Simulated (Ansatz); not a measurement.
# Run report: Ti3O4, single-point calculation (part 3 of 3)

Continued. System: Ti3O4 (I4/mmm, 14 atoms in the cell). Method: DFT r2SCAN, scalar-relativistic, plane waves, PAW, spin-polarised (Ansatz 0.2.0); cutoff 500 eV, 6×6×4 k-mesh, Gaussian smearing of 0.05 eV, collinear spins. The structure derives from a Materials Project entry.

Geometry of the input (Å; fractional positions):
```
4.1244  0.0000  0.0000
0.0000  4.1244  0.0000
0.0000  0.0000  8.1581
Ti 0.5000  0.0000  0.2500
Ti 0.0000  0.0000  0.5000
Ti 0.0000  0.5000  0.2500
O  0.5000  0.0000  0.0000
O  0.0000  0.0000  0.2444
O  0.0000  0.5000  0.0000
O  0.0000  0.0000  0.7556
Ti 1.0000  0.5000  0.7500
Ti 0.5000  0.5000  1.0000
Ti 0.5000  1.0000  0.7500
O  1.0000  0.5000  0.5000
O  0.5000  0.5000  0.7444
O  0.5000  1.0000  0.5000
O  0.5000  0.5000  1.2556
```

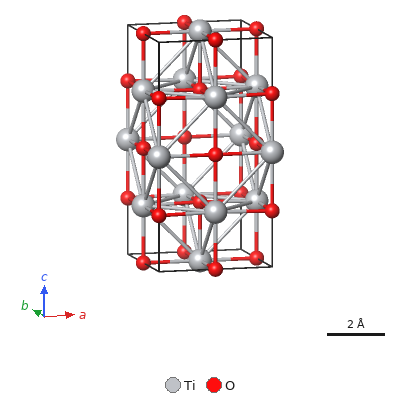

*The input geometry (ball-and-stick view of the cell of the calculation, seen slightly off an axis).*

## The program's output, continued
```
--- Forces (eV/Å), atoms counted from 1 ---
  atom   1  Ti    -0.00000000     0.00000000    -0.00000094
  atom   2  Ti     0.00000000     0.00000000     0.00000159
  atom   3  Ti     0.00000000     0.00000000    -0.00000094
  atom   4  O      0.00000000     0.00000000     0.00000000
  atom   5  O      0.00000000     0.00000000    -0.04804212
  atom   6  O      0.00000000     0.00000000     0.00000000
  atom   7  O     -0.00000000     0.00000000     0.04804242
  atom   8  Ti    -0.00000000     0.00000000    -0.00000094
  atom   9  Ti     0.00000000     0.00000000     0.00000159
  atom  10  Ti     0.00000000     0.00000000    -0.00000094
  atom  11  O     -0.00000000     0.00000000     0.00000000
  atom  12  O      0.00000000     0.00000000    -0.04804212
  atom  13  O      0.00000000     0.00000000     0.00000000
  atom  14  O     -0.00000000     0.00000000     0.04804242
  max |Σ_I F_I| component: 4.07e-8 eV/Å
--- Stress (GPa, compression-positive) ---
       -0.147858       0.000000       0.000000
        0.000000      -0.147858       0.000000
        0.000000       0.000000      -0.103541
  P = ⅓ Tr σ = -0.1331 GPa (-1.331 kbar)
--- Band table (eV; the first three rows and the last of 60) ---
  k-point 0 ↑: bands = ["-45.7948", "-45.7771", "-45.6871", "-45.6863", "-45.5291", "-45.5115", "-21.2599", "-21.2599", "-21.1968", "-21.1968", "-21.1666", "-21.0911", "-21.0053", "-20.9605", "-20.9605", "-20.9472", "-20.8527", "-20.8527", "-20.8048", "-20.8048", "-20.7615", "-20.7615", "-20.7310", "-20.5842", "-8.0689", "-7.6931", "-7.5730", "-7.3433", "-6.7470", "-6.4282", "-6.4242", "-5.9572", "7.1015", "7.3063", "7.3063", "7.5269", "7.5729", "7.5729", "7.6114", "7.7081", "8.2128", "8.2143", "8.2143", "8.9937", "8.9937", "9.0450", "9.0450", "9.2393", "9.3954", "9.3954", "9.6829", "10.2147", "10.2147", "10.3598", "10.6682", "10.6682", "12.1324", "12.4453", "12.5081", "12.5081", "14.3146", "14.3146", "14.9695", "15.4442", "15.4442", "15.4621", "15.8014", "15.9956", "16.2408", "16.4420", "16.4420", "16.4600", "16.6376", "16.6376", "16.9438", "17.0074", "17.0074"]
  k-point 1 ↑: bands = ["-45.7924", "-45.7798", "-45.6870", "-45.6864", "-45.5264", "-45.5140", "-21.2523", "-21.2523", "-21.2082", "-21.2082", "-21.1580", "-21.1055", "-20.9969", "-20.9558", "-20.9455", "-20.9455", "-20.8734", "-20.8734", "-20.7920", "-20.7920", "-20.7649", "-20.7649", "-20.7063", "-20.6034", "-8.0211", "-7.7693", "-7.5204", "-7.3734", "-6.6990", "-6.4753", "-6.3588", "-6.0287", "7.0594", "7.3257", "7.3257", "7.3826", "7.4960", "7.4960", "7.9588", "7.9976", "8.3747", "8.3976", "8.3976", "8.9729", "8.9729", "9.0460", "9.0460", "9.1378", "9.2627", "9.2627", "9.3403", "9.9263", "10.2093", "10.2093", "10.5633", "10.5633", "12.1727", "12.3928", "12.8520", "12.8520", "14.1826", "14.1826", "15.0479", "15.3656", "15.3656", "15.3951", "15.8244", "15.9583", "16.1490", "16.1490", "16.5310", "16.6046", "16.8382", "16.8382", "16.9052", "17.0850", "17.0875"]
  k-point 2 ↑: bands = ["-45.7863", "-45.7863", "-45.6867", "-45.6867", "-45.5200", "-45.5200", "-21.2320", "-21.2320", "-21.2320", "-21.2320", "-21.1344", "-21.1344", "-20.9764", "-20.9764", "-20.9108", "-20.9108", "-20.9108", "-20.9108", "-20.7753", "-20.7753", "-20.7753", "-20.7753", "-20.6523", "-20.6523", "-7.9024", "-7.9024", "-7.4424", "-7.4424", "-6.5869", "-6.5869", "-6.1968", "-6.1968", "7.1594", "7.1594", "7.3889", "7.3889", "7.3889", "7.3889", "8.5588", "8.5588", "8.6062", "8.6062", "8.7705", "8.7705", "8.7705", "8.7705", "9.0695", "9.0695", "9.0695", "9.0695", "9.1415", "9.1415", "10.3470", "10.3470", "10.3470", "10.3470", "12.2768", "12.2768", "13.5776", "13.5776", "13.5777", "13.5777", "15.2270", "15.2270", "15.6497", "15.6497", "15.6497", "15.6497", "15.8853", "15.8853", "16.7922", "16.7922", "16.9888", "16.9888", "17.0722", "17.0722", "17.0722"]
  k-point 29 ↓: bands = ["-45.7306", "-45.7306", "-45.7306", "-45.7306", "-45.5276", "-45.5276", "-21.4867", "-21.4867", "-21.3733", "-21.3733", "-21.1797", "-21.1797", "-21.1797", "-21.1797", "-20.7861", "-20.7861", "-20.7858", "-20.7858", "-20.7498", "-20.7498", "-20.7497", "-20.7497", "-20.5995", "-20.5995", "-6.8903", "-6.8903", "-6.6849", "-6.6849", "-6.0034", "-6.0034", "-6.0034", "-6.0034", "5.6102", "5.6102", "5.6102", "5.6102", "6.3980", "6.3980", "6.6510", "6.6510", "7.0902", "7.0902", "7.0902", "7.0902", "7.6175", "7.6175", "7.9802", "7.9802", "8.0829", "8.0829", "8.0829", "8.0829", "9.6132", "9.6132", "10.9854", "10.9854", "15.9703", "15.9703", "15.9919", "15.9919", "15.9919", "15.9919", "16.1375", "16.1375", "16.1566", "16.1566", "16.1668", "16.1668", "16.2260", "16.2260", "16.2260", "16.2260", "16.8676", "16.8676", "18.6146", "18.6146", "18.8307"]
--- Löwdin populations: 14 sites ---
  site symbol       q [e]    m [muB]
     0     Ti     10.9736    -0.0000
     1     Ti     10.9910     0.0000
     2     Ti     10.9736    -0.0000
     3      O      6.7289    -0.0000
     4      O      6.6974     0.0000
     5      O      6.7289    -0.0000
     6      O      6.6974    -0.0000
     7     Ti     10.9736     0.0000
     8     Ti     10.9910    -0.0000
     9     Ti     10.9736     0.0000
    10      O      6.7289     0.0000
    11      O      6.6974    -0.0000
    12      O      6.7289     0.0000
    13      O      6.6974     0.0000
  spilling = 0.003486 (of n_electrons = 120.000000)
```

## File populations.tsv
```
# site	symbol	l	j	q_up	q_dn
# orbitals = lowdin
# n_electrons = 120.000000
# spilling = 0.003486
0	Ti	0_3S	-	0.954830	0.954830
0	Ti	0_4S	-	0.214605	0.214605
0	Ti	1_3P	-	2.993819	2.993819
0	Ti	2_3D	-	1.323567	1.323573
1	Ti	0_3S	-	0.955200	0.955200
1	Ti	0_4S	-	0.213904	0.213904
1	Ti	1_3P	-	2.994215	2.994215
1	Ti	2_3D	-	1.332209	1.332195
2	Ti	0_3S	-	0.954830	0.954830
2	Ti	0_4S	-	0.214605	0.214605
2	Ti	1_3P	-	2.993819	2.993819
2	Ti	2_3D	-	1.323567	1.323573
3	O	0_2S	-	0.871276	0.871276
3	O	1_2P	-	2.493161	2.493162
4	O	0_2S	-	0.860886	0.860885
4	O	1_2P	-	2.487806	2.487805
5	O	0_2S	-	0.871276	0.871276
5	O	1_2P	-	2.493161	2.493162
6	O	0_2S	-	0.860886	0.860886
6	O	1_2P	-	2.487805	2.487805
7	Ti	0_3S	-	0.954830	0.954830
7	Ti	0_4S	-	0.214605	0.214605
7	Ti	1_3P	-	2.993819	2.993819
7	Ti	2_3D	-	1.323573	1.323567
8	Ti	0_3S	-	0.955200	0.955200
8	Ti	0_4S	-	0.213904	0.213904
8	Ti	1_3P	-	2.994215	2.994215
8	Ti	2_3D	-	1.332195	1.332209
9	Ti	0_3S	-	0.954830	0.954830
9	Ti	0_4S	-	0.214605	0.214605
9	Ti	1_3P	-	2.993819	2.993819
9	Ti	2_3D	-	1.323573	1.323567
10	O	0_2S	-	0.871276	0.871276
10	O	1_2P	-	2.493162	2.493161
11	O	0_2S	-	0.860885	0.860886
11	O	1_2P	-	2.487805	2.487806
12	O	0_2S	-	0.871276	0.871276
12	O	1_2P	-	2.493162	2.493161
13	O	0_2S	-	0.860886	0.860886
13	O	1_2P	-	2.487805	2.487805
```

## Results in brief

| quantity | value |
| --- | --- |
| outcome | converged |
| space group (tolerance 0.01 Å) | I4/mmm (139) |
| electrons treated | 120 |
| free energy | −19596.5302 eV |
| Fermi energy | 14.980 eV |
| gap on the k-point mesh | none (metallic) |
| net moment of the cell | 0.00 μB |
| integrated absolute moment | 0.00 μB |
| pressure | −0.13 GPa |
| largest force (length of the vector) | 0.048 eV/Å |
| hardware | 4 threads of Intel Xeon @ 2.70GHz, 189 GiB of memory available, shared host |
| wall time | 64 s (CPU time 3.9 min) |
| peak memory | 1.1 GiB |

## Remarks

Warnings of the run: some starting moments were not kept; the state was not tested for a lower one.
